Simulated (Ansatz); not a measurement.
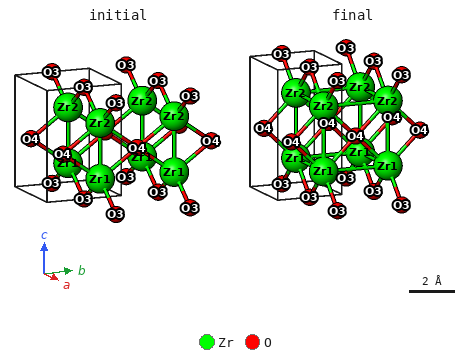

The structure of solid ZrO (a generated structure, set up in P4_2/mmc) before (left) and after (right) a relaxation, at one scale.

Style: ball-and-stick. Shown: the cell of the calculation, repeated 2 × 2 × 1 with one cell outlined, slightly off an axis.

Theory: Ansatz 0.2.0, DFT PBE, scalar-relativistic, plane waves, PAW. Settings: plane-wave cutoff 420 eV; k-point mesh 12 × 12 × 10; occupations gaussian; smearing width 0.1 eV; no spin polarisation; cell and atoms relaxed; force threshold 0.01 eV/Å; at most 80 steps.

Describe what moved and what it gained.

Answer. No atom moves by more than 0.005 Å relative to the cell. The drawn cell changes as follows: a = b 3.664 → 3.172 Å (−13.4 %), c 5.182 → 6.043 Å (+16.6 %); the volume changes by −12.6 %. Some distances before and after: Zr1–Zr1 3.664 → 3.172 Å, Zr1–Zr2 2.591 → 3.021 Å, Zr1–O3 2.244 → 2.190 Å. Among the angles between lasting bonds that change: Zr1–O3–Zr2 70.5° → 87.2°, O3–Zr1–O3 109.5° → 92.8°, Zr1–O3–Zr1 109.5° → 92.8°. The space group stays P4_2/mmc (No. 131). Over 10 accepted moves (13 points after the start) the energy falls by 251 meV per atom. All forces vanish by symmetry, so only the cell relaxes. The pressure goes from −2.64 to 0.00 GPa. The SCF was repeated 3 times at an unchanged geometry on a basis and grid sized afresh for the cell, which shifted the energy by 8.6 meV per atom at most.
